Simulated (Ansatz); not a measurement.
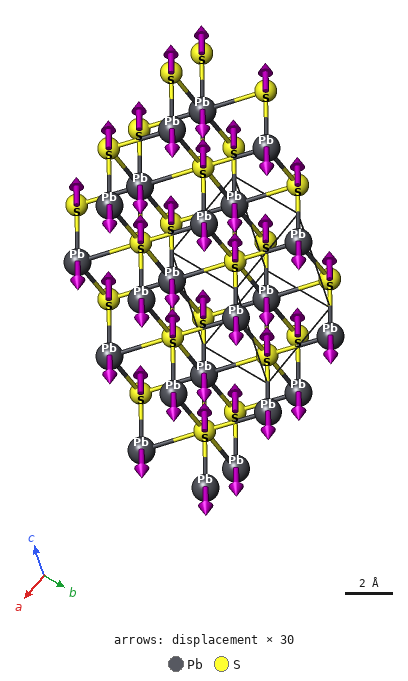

This is a relaxation of a crystal of PbS (a generated structure, set up in I4mm). The starting structure is drawn; purple arrows show the displacements (the part carried along by the change of the cell is left out), 30 times their true length.

The picture is a ball-and-stick view of the cell of the calculation, repeated 2 × 1 × 2 with one cell outlined, seen from a free direction.

Computed with DFT PBE, scalar-relativistic, plane waves, PAW in Ansatz. Set-up: plane-wave cutoff 420 eV; k-point mesh 12 × 12 × 12; occupations gaussian; smearing width 0.02 eV; no spin polarisation; cell relaxed at fixed volume; force threshold 0.01 eV/Å; at most 30 steps.

What did the optimiser do to the structure, and how much energy did it gain?

The largest moves relative to the cell, 0.050 Å, are those of Pb and S atoms. Largest moves by element: Pb 0.050 Å, S 0.050 Å. The drawn cell changes at constant volume: a = b = c 4.292 → 4.296 Å (+0.1 %), α 120.0° → 120.2°, β 120.0° → 120.2°, γ 90.0° → 89.6°. Some distances before and after: Pb–S 3.063 → 3.176 Å, Pb–S 3.007 → 2.919 Å. Among the angles between lasting bonds that change: S–Pb–S 178.9° → 175.1°, Pb–S–Pb 178.9° → 175.1°. The space group stays I4mm (No. 107). After 6 accepted moves (7 points after the start) the energy has fallen by 0.2 meV per cell of the calculation. Largest force component: 0.0024 eV/Å at the start, 0.00034 eV/Å at the end. Pressure: −1.47 GPa at the start and −1.27 GPa at the end. At 1 point the geometry stayed and the basis and grid were re-selected for the new cell (energy shift of less than 0.05 meV per cell of the calculation at most each time). The run took 120 s on 1 thread of Arm Neoverse V1 (shared host), peak memory 0.45 GiB.
